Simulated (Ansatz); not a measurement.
# Ta: single-point calculation

The run: single-point calculation of Ta (slab, 4 atoms in the cell). Method and program: DFT PBE, scalar-relativistic, plane waves, PAW, PAW set soft_1, no spin polarisation (Ansatz 0.2.0).

The structure derives from an entry of the Crystallography Open Database. Figures and captions count atoms from 1; the log counts them from 0 in places.

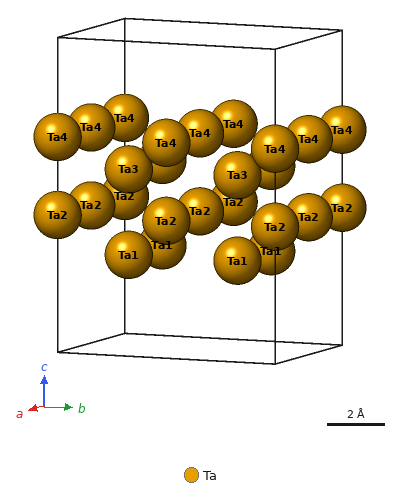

Figure 1. The structure (spheres-only view of the 2 × 2 repeat of the cell, with the vacuum cut short, seen slightly off an axis; atoms are numbered from 1 in the order of the input). An atom can appear more than once, as a periodic image.

## Input file
```yaml
crystal:
  lattice:
    - [2.9861803524, 0.0, 0.0]
    - [0.0, 4.223096754, 0.0]
    - [0.0, 0.0, 19.7920392323]
  atoms:
    - { symbol: Ta, position: [0.5, 0.5, 0.2021014587] }
    - { symbol: Ta, position: [0.0, 0.0, 0.2775403843] }
    - { symbol: Ta, position: [0.5, 0.5, 0.3568510217] }
    - { symbol: Ta, position: [0.0, 0.0, 0.4189583062] }
basis:
  ecutwfc: 420
kpoints:
  mp_grid: { grid: [9, 6, 1] }
hamiltonian:
  xc: pbe
  pseudopotentials: { kind: paw, azcp: { folder: soft_1 } }
scf:
  occupations: { method: gaussian, width: 0.1 }
output:
  forces: true
  eigenvalues: true
efield:
  axis: 3
  dipole_correction: true
  ramp_width: 0.04
```

Hardware: 2 threads of Arm Neoverse V1, 24 GiB of memory available, shared host.

Launched with:
```bash
ansatz run input.yaml --threads 2 --pin off --max-ram 6144MiB --backend cpu --events-out ev --progress --plain --runs-dir out
```

## Output
```
Engine: ansatz 0.2.0, aarch64-unknown-linux-gnu
Pseudopotentials: kind: paw
Pseudopotential: Ta, paw, valence charge 13, recommended cutoff 420 eV (normal), [file]
Functional definition: PBE
  parameter kappa = 0.804
  parameter beta = 0.06672455060314922
  exchange = pbe_x(kappa = kappa, mu = beta*pi^2/3)
  correlation = pbe_c(beta = beta)
Crystal: 4 atoms, lattice volume = 249.596 Å³
Basis set: ecut = 420 eV, 4845 PW (Γ), exchange–correlation on 40×60×270 points (8 copies of the dense FFT grid, shifted against one another)
Bands: 32, of which v1, the nominal top of the filled ones, is band 26 counted from 1 (25 counted from 0)
Symmetry: 4 space group operations
Space group: Pmm2 (ITA 25), of the structure as read, at distance tolerance 6.3e-5 Å
k-points: 20 of 54
Non-local potential: Ta, projectors of the file, l = 0: 3, l = 1: 2, l = 2: 2, l = 3: 1
PAW form: soft (Blöchl's): semilocal exchange-correlation on the pseudo side does not see the compensation charge
PAW one-centre angular grid: Ta, 590 points (default); XC on 64 Gauss nodes
Initial density: superposition of atomic densities (neutral atoms: chi_scale 0, normalization atom)
Initial wavefunctions: pseudopotential atomic-orbital guess
Functional: x = pbe(κ = 0.804, μ = 0.2195149727645171), c = pbe(β = 0.06672455060314922)
SCF iter   1: F=—  HF=-39731.580205 eV  |F-HF|=—  |Δ(HF+E_count)|=         —  Δρ=3.92e-2  dr2=3.05e1  ethr=3.10e-3  p=-0.000 e·Å  D=-4.04e-7 V/Å  ΔV_dip=0.00 eV  dr2_dipole=9.22e-1  V_vac-E_F(+/−)=6.79/6.79 eV  ⟨swp⟩=8.9  Hψ=3296  notcnv=0
efield: sawtooth ramp at fractional position 0.7905 (placed from the atoms, in the widest stretch of the axis that holds none; the zero of the levels goes with the place), width 0.0400; the density the first Hamiltonian is built on has a dipole p = -0.000 e·Å; the dipole correction subtracts the counter field D = -4.04e-7 V/Å, which shifts the + side's vacuum level by +0.00 eV against the − side's; the planar-averaged density in the ramp window peaks in size at 3.3e-7 e/Å³
preconditioner: auto → LDOS  [metal: Δε(μ)=0.023 eV  Ē_g=3.861 eV  σ=0.100 eV  W_gap=0.13  n_scr=30 (ndim 8)  ℏωp=10.5 eV  f_vac=0.572  D(μ)=6.97/eV (n_scr^D=46)  β→1.0]
SCF iter   2: F=—  HF=-39729.907521 eV  |F-HF|=—  |Δ(HF+E_count)|=    1.67e0  Δρ=3.83e-2  dr2=3.48e1  ethr=3.10e-3  p=-0.160 e·Å  D=-1.16e-1 V/Å  ΔV_dip=2.29 eV  dr2_dipole=7.40e0  V_vac-E_F(+/−)=3.58/1.29 eV  ⟨swp⟩=6.2  Hψ=2088  notcnv=0  defer=12
SCF iter   3: F=—  HF=-39728.147629 eV  |F-HF|=—  |Δ(HF+E_count)|=    1.76e0  Δρ=9.21e-3  dr2=1.20e0  ethr=3.10e-3  p=-0.022 e·Å  D=-1.58e-2 V/Å  ΔV_dip=0.31 eV  dr2_dipole=4.96e-2  V_vac-E_F(+/−)=4.77/4.46 eV  ⟨swp⟩=4.4  Hψ=1566  notcnv=0  defer=15
SCF iter   4: F=—  HF=-39728.041262 eV  |F-HF|=—  |Δ(HF+E_count)|=   1.06e-1  Δρ=2.85e-3  dr2=8.05e-2  ethr=2.32e-3  p=-0.022 e·Å  D=-1.57e-2 V/Å  ΔV_dip=0.31 eV  dr2_dipole=9.74e-5  V_vac-E_F(+/−)=4.13/3.82 eV  ⟨swp⟩=2.9  Hψ=897  notcnv=0  defer=11
SCF iter   5: F=—  HF=-39728.034824 eV  |F-HF|=—  |Δ(HF+E_count)|=   6.44e-3  Δρ=1.17e-3  dr2=1.53e-2  ethr=1.55e-4  p=-0.019 e·Å  D=-1.36e-2 V/Å  ΔV_dip=0.27 eV  dr2_dipole=2.62e-3  V_vac-E_F(+/−)=3.92/3.65 eV  ⟨swp⟩=3.0  Hψ=1104  notcnv=0  defer=7
SCF iter   6: F=—  HF=-39728.034385 eV  |F-HF|=—  |Δ(HF+E_count)|=   4.40e-4  Δρ=3.40e-4  dr2=2.02e-3  ethr=2.94e-5  p=-0.016 e·Å  D=-1.15e-2 V/Å  ΔV_dip=0.23 eV  dr2_dipole=7.73e-4  V_vac-E_F(+/−)=3.90/3.67 eV  ⟨swp⟩=1.8  Hψ=738  notcnv=0  defer=7
SCF iter   7: F=—  HF=-39728.034328 eV  |F-HF|=—  |Δ(HF+E_count)|=   5.66e-5  Δρ=9.55e-5  dr2=7.28e-5  ethr=3.88e-6  p=-0.014 e·Å  D=-9.97e-3 V/Å  ΔV_dip=0.20 eV  dr2_dipole=2.26e-5  V_vac-E_F(+/−)=3.87/3.68 eV  ⟨swp⟩=1.8  Hψ=698  notcnv=0  defer=7
SCF iter   8: F=—  HF=-39728.034316 eV  |F-HF|=—  |Δ(HF+E_count)|=   1.21e-5  Δρ=3.06e-5  dr2=1.06e-5  ethr=1.40e-7  p=-0.013 e·Å  D=-9.26e-3 V/Å  ΔV_dip=0.18 eV  dr2_dipole=2.96e-7  V_vac-E_F(+/−)=3.86/3.68 eV  ⟨swp⟩=2.5  Hψ=896  notcnv=0  defer=7
SCF iter   9: F=—  HF=-39728.034316 eV  |F-HF|=—  |Δ(HF+E_count)|=   2.65e-7  Δρ=1.00e-5  dr2=5.19e-7  ethr=2.03e-8  p=-0.012 e·Å  D=-9.05e-3 V/Å  ΔV_dip=0.18 eV  dr2_dipole=4.06e-9  V_vac-E_F(+/−)=3.85/3.67 eV  ⟨swp⟩=2.0  Hψ=810  notcnv=0  defer=8
SCF iter  10: F=-39728.034316 eV  HF=-39728.034316 eV  |F-HF|=1.51e-9  |Δ(HF+E_count)|=   1.38e-7  Δρ=2.70e-6  dr2=2.96e-8  ethr=1.92e-10  p=-0.012 e·Å  D=-9.01e-3 V/Å  ΔV_dip=0.18 eV  dr2_dipole=6.88e-10  V_vac-E_F(+/−)=3.85/3.67 eV  ⟨swp⟩=13.8  Hψ=3548  notcnv=0
SCF 1 converged in 10 iterations: F = -39728.034316 eV  dr2 = 2.96e-8
  greatest PAW one-centre occupation: 0.999 electrons in one spin orbital (limit 2), on the Ta atom at site 2 (counted from 0), in its partial waves of l = 0
```

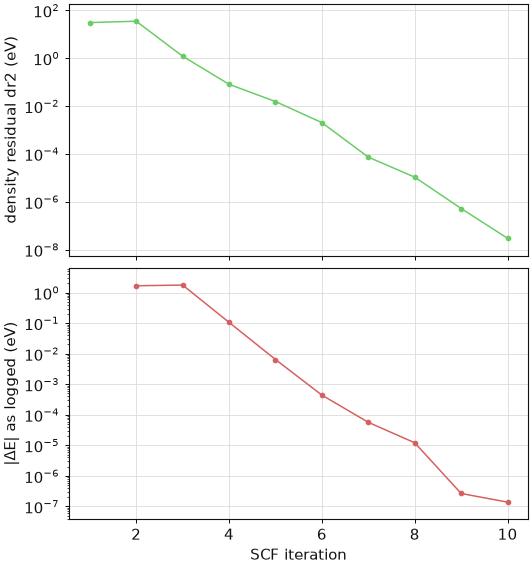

Figure 2. Convergence of the self-consistent field: density residual dr2 and size of the energy change against the SCF iteration. The residual falls almost steadily, with no more than small rises.

```
SCF converged after 10 iterations
Free energy (F): -39728.034316 eV
Harris-Foulkes:  -39728.034316 eV  (|F-HF|=1.51e-9)
Internal energy: -39728.011550 eV  (E = F + TS)
E sigma→0 (E₀):  -39728.022933 eV
Entropy (-TS):   -0.022767 eV (-5.692 meV/atom)
Fermi energy:    2.927665 eV
Dipole field:    D = -0.009046 V/Å  (p = -0.012478 e·Å, saw-weighted, corrected)
Work function:   Φ+ = 3.8518 eV   Φ− = 3.6728 eV
Levels:          The Fermi level and band energies are counted from a zero that moves with the ramp; work functions are not
--- Per-component energies (eV) ---
  E_band       = -1254.632426
  E_kinetic    = 1559.887969
  E_local      = -34549.422794  (includes V_loc(G=0)·N_el)
  E_nonlocal   = -44.141908
  E_hartree    = 16556.818378
  E_xc         = -1276.837505
  E_vxc        = -923.581423  (∫ρ·V_xc dr)
  E_paw        = -33217.526359  (= ΣΔE_a)
  E_vpaw       = -411.023292  (= ΣTr[D̂ρ^β])
  E_aug_tail   = 0.000372  (compensation charges beyond the density's cutoff)
  E_efield     = 0.000056  (sawtooth field / dipole correction)
  E_vefield    = 0.031142  (∫n·V_field dr)
  E_ewald      = 11243.210241
  E_smearing   = -0.022767  (= −TS)
  E_closure    = -0.000000  (closes the sum)
  Σ components = -39728.034316   (vs F -39728.034316, Δ=0.00e0)
--- Forces (eV/Å), atoms counted from 1 ---
  atom   1  Ta     0.00000000     0.00000000     1.66037085
  atom   2  Ta    -0.00000000     0.00000000    -1.75784253
  atom   3  Ta     0.00000000     0.00000000     0.04197862
  atom   4  Ta     0.00000000     0.00000000     0.05553431
  max |Σ_I F_I| component: 4.13e-5 eV/Å
--- Band table (eV; the first three rows and the last of 20) ---
  k-point 0: bands = ["-65.1408", "-64.8980", "-64.7596", "-64.6555", "-31.7716", "-31.7563", "-31.6237", "-31.6146", "-31.2474", "-31.2371", "-31.1752", "-31.1435", "-30.9776", "-30.9194", "-30.8276", "-30.7756", "-4.2790", "-2.0443", "-0.8552", "0.0492", "0.3134", "1.2202", "1.9686", "2.4419", "2.7565", "2.8623", "3.3153", "3.4095", "3.5051", "4.2453", "4.8321", "4.8689"]
  k-point 1: bands = ["-65.1403", "-64.8952", "-64.7594", "-64.6589", "-31.8114", "-31.7299", "-31.6969", "-31.5342", "-31.2635", "-31.2395", "-31.1422", "-31.1267", "-30.9590", "-30.9239", "-30.8553", "-30.7966", "-3.9518", "-1.9161", "-0.7992", "-0.2265", "0.4253", "1.3681", "1.8005", "2.4010", "2.9678", "3.2010", "3.3943", "3.5028", "3.6999", "4.0914", "4.2443", "4.8074"]
  k-point 2: bands = ["-65.1392", "-64.8893", "-64.7590", "-64.6663", "-31.8389", "-31.8106", "-31.6329", "-31.5125", "-31.2810", "-31.2240", "-31.0828", "-31.0613", "-30.9926", "-30.9324", "-30.8795", "-30.8490", "-3.0536", "-1.6158", "-0.9519", "-0.7342", "0.7945", "1.6254", "1.9340", "2.1516", "3.1424", "3.4290", "3.4493", "3.6398", "3.8343", "3.8441", "4.2188", "4.3539"]
  k-point 19: bands = ["-65.1113", "-64.8582", "-64.7308", "-64.6418", "-31.8237", "-31.8055", "-31.6829", "-31.6795", "-31.6534", "-31.5762", "-31.3009", "-31.1962", "-31.0663", "-31.0320", "-30.9698", "-30.9268", "-0.7764", "-0.7634", "0.6022", "0.9378", "1.1601", "1.2040", "1.8862", "2.2499", "2.6552", "2.7576", "3.3732", "3.7453", "4.0870", "4.1944", "5.0101", "5.0900"]
```

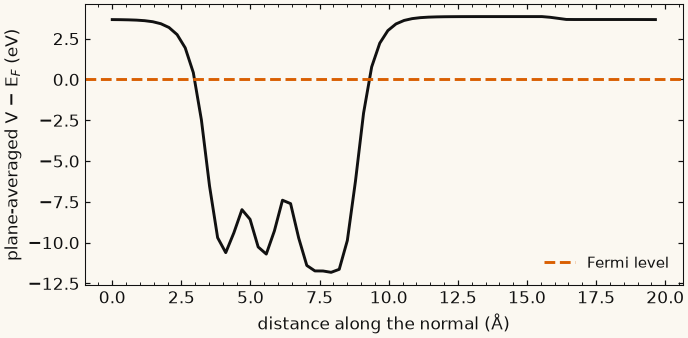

Figure 3. Plane average of the electrostatic potential energy of an electron across the cell, from the Fermi level. The vacuum level lies 3.85 eV above the Fermi level on the upper side and 3.67 eV on the lower.

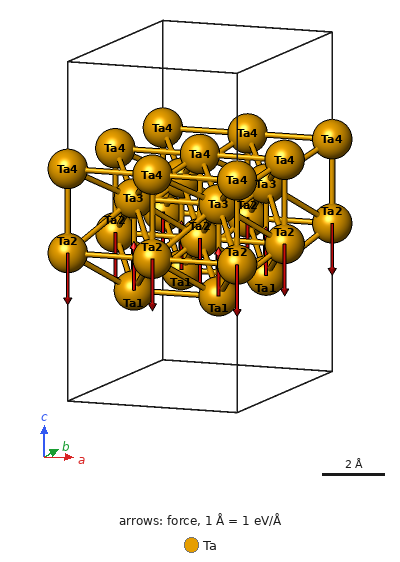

Figure 4. Forces on the atoms as red arrows (ball-and-stick view of the 2 × 2 repeat of the cell, with the vacuum cut short, seen slightly off an axis; atoms are numbered from 1 in the order of the input); the smallest are left out. The largest act on Ta2 (1.76 eV/Å); Ta1 (1.66 eV/Å). The geometry is not a stationary point of this energy.

## Summary

```json
{"quantity": "outcome", "value": "converged"}
{"quantity": "electrons treated", "value": "52"}
{"quantity": "free energy", "value": "−39728.0343 eV"}
{"quantity": "work function, top face", "value": "3.85 eV"}
{"quantity": "work function, bottom face", "value": "3.67 eV"}
{"quantity": "Fermi energy", "value": "2.928 eV"}
{"quantity": "gap on the k-point mesh", "value": "none (metallic)"}
{"quantity": "work function (upper face)", "value": "3.85 eV"}
{"quantity": "largest force (length of the vector)", "value": "1.758 eV/Å"}
{"quantity": "wall time", "value": "7.8 s (CPU time 15 s)"}
{"quantity": "peak memory", "value": "0.44 GiB"}
```

Spin–orbit coupling is left out, which matters for Ta.
